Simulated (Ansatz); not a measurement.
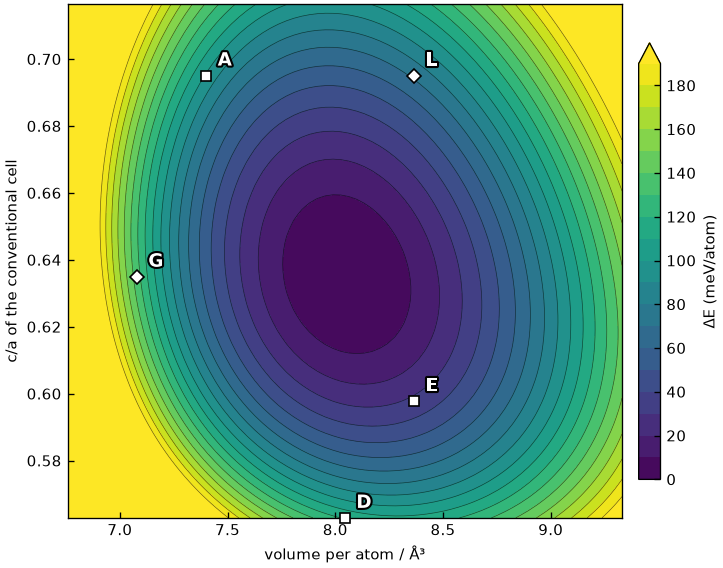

SiO₂ (P4_2/mnm, No. 136; 6 atoms in the cell). The energy is mapped over volume and the cell's shape. First axis: volume per atom. Second axis: c/a of the conventional cell. Nothing is relaxed (fractional coordinates fixed). Grid: 9 × 9 points. Points are written as (first, second). Energies: meV/atom, counted from the lowest grid point. Computed with DFT PBE, scalar-relativistic, plane waves, PAW (Ansatz). Settings: cutoff 520 eV, k-mesh 6×6×10 in the order of the run's cell vectors, gaussian smearing 0.05 eV, no spin polarisation.

The picture shows filled contours, one colour for all values above the top of the scale, lettered points. Between grid points the surface is interpolated.

What kind of point is each of A, E, G, L: minimum, saddle, maximum or slope?

A: on a slope; E: on a slope; G: on a slope; L: on a slope. (In these two coordinates alone; a stationary point may lie a little off the grid point.)

Rank the lettered points by energy, lowest first.

E (32 meV/atom), L (72 meV/atom), A (99 meV/atom), D (119 meV/atom), G (135 meV/atom).

PAW datasets: the set soft_1.
